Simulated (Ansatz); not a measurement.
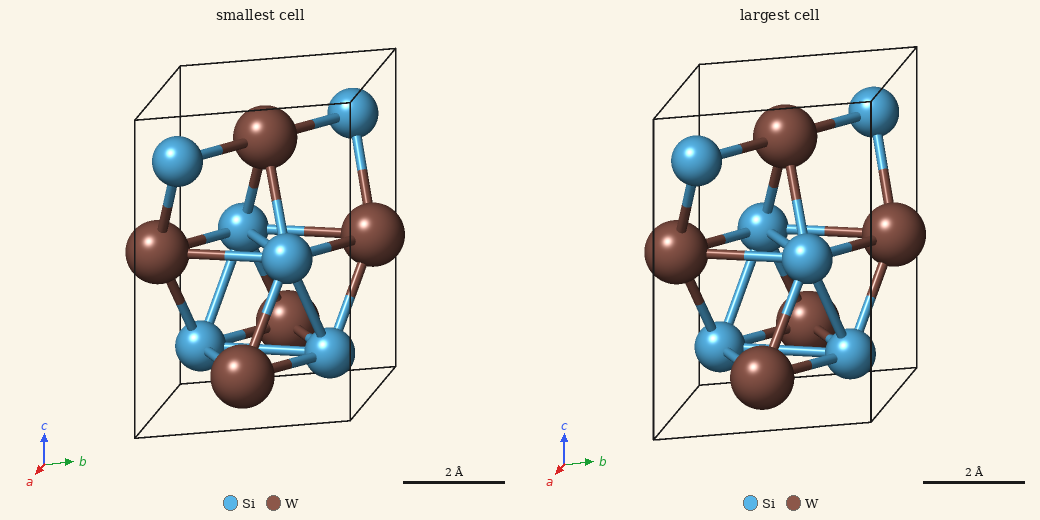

Si₂W, space group P6₂22 (No. 180), relaxed (cell and atoms, zero pressure) with four choices of dispersion term on top of PBEsol; the smallest and the largest of the relaxed conventional cells are drawn to one scale (sticks follow a distance rule). The start was a structure listed in the Materials Project. Other forms of this composition are known.

Alike in all runs: Ansatz 0.2.0; functional PBEsol; potentials Ansatz PAW; cutoff 420 eV; k mesh 7 × 7 × 4 on the run's cell of 9 atoms; occupations fermi-dirac, width 0.05 eV; no spin polarisation; no spin-orbit coupling.

```tsv
level	volume (Å³/atom)	a (Å)	c (Å)	gap (eV)
D3(BJ)-ATM	13.00	4.539	6.558	0.23
none	13.31	4.577	6.602	0.23
D3(BJ)	?	?	?	?
D4	13.10	4.552	6.572	0.23
```

Fill in the row of D3(BJ).

Answer. Volume 12.93 Å³/atom; a 4.530 Å; c 6.548 Å; gap 0.23 eV. That is the smallest volume of all.

Order the levels by the relaxed volume, smallest first.

Answer. D3(BJ) (12.93 Å³/atom), D3(BJ)-ATM (13.00 Å³/atom), D4 (13.10 Å³/atom), none (13.31 Å³/atom). Rows within a few tenths of a per cent can't be told apart.

Gaps are the least found on the k-mesh, which misses some points of high symmetry; where the band edges lie there, the true gap is smaller, at times by an eV.

Caveat: the plane-wave basis is chosen anew once the cell has moved, so the energies of steps on either side of that aren't comparable; spin-orbit coupling is left out, which shifts the gaps of compounds of heavy elements; semilocal functionals give gaps below the measured ones; gaps of a few tenths of an eV or less are fragile: at this level of theory the bands may already be inverted off the mesh, while measured gaps, where the compound is known, are often wider than semilocal functionals give.
